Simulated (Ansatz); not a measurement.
Input

```
crystal:
  lattice:
    - [0.0, 3.039, 3.039]
    - [3.039, 0.0, 3.039]
    - [3.039, 3.039, 0.0]
  atoms:
    - { symbol: Hg, position: [0.005278, -0.008252, 0.010927] }
    - { symbol: Se, position: [0.75446, 0.734836, 0.760528] }
hamiltonian:
  xc: pbe
  pseudopotentials: { kind: paw }
kpoints:
  mp_grid: { grid: [8, 8, 8] }
scf:
  occupations: { method: fermi_dirac, width: 0.05 }
output:
  forces: true
  stress: true
  eigenvalues: true
  write_density: true
  write_potential: true
  elf: true
  volumetric_format: npy
```

Launched as:

```sh
ansatz run input.yaml --threads 1 --pin off --max-ram 2560MiB --backend cpu --events-out ev --progress --plain --runs-dir out
```

Below, planes, directions and counts refer to the conventional cell (a = 7.44 Å, b = 4.30 Å, c = 4.30 Å, α = 90.00°, β = 125.26°, γ = 90.00°).

Space group Cm; changed on purpose from its base cell (atoms moved at random by about 0.05 A); computed pressure about 5 GPa in this cell.

These are results of Ansatz, Kohn-Sham DFT of a periodic cell, PBE, Ansatz PAW, not measurements.

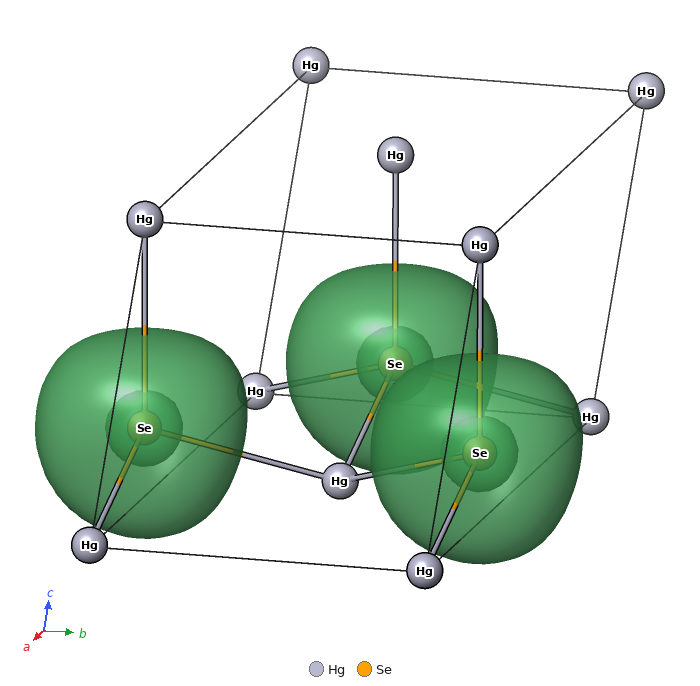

HgSe. Isosurface of the ELF at 0.55 (green), seen slightly off an axis. Only the valence region is drawn (cores and ρ < 0.01 e/Å³ removed). Sticks mark near contacts.

In a PAW calculation such maps are meaningful between the atoms, not at the nuclei.

Q: Describe the localisation domains.

A: The surface consists of two regions wrapped around Se (the valence shell of each), counted in one cell of 4 atoms. Regions shared between cells count once. Along the contacts the grid gives the following. Hg–Se (2.61 Å): the ELF is about 0.35 at the midpoint and 0.25 at its lowest between the atoms. Hg–Se (2.66 Å): the ELF is about 0.35 at the midpoint and 0.20 at its lowest between the atoms.
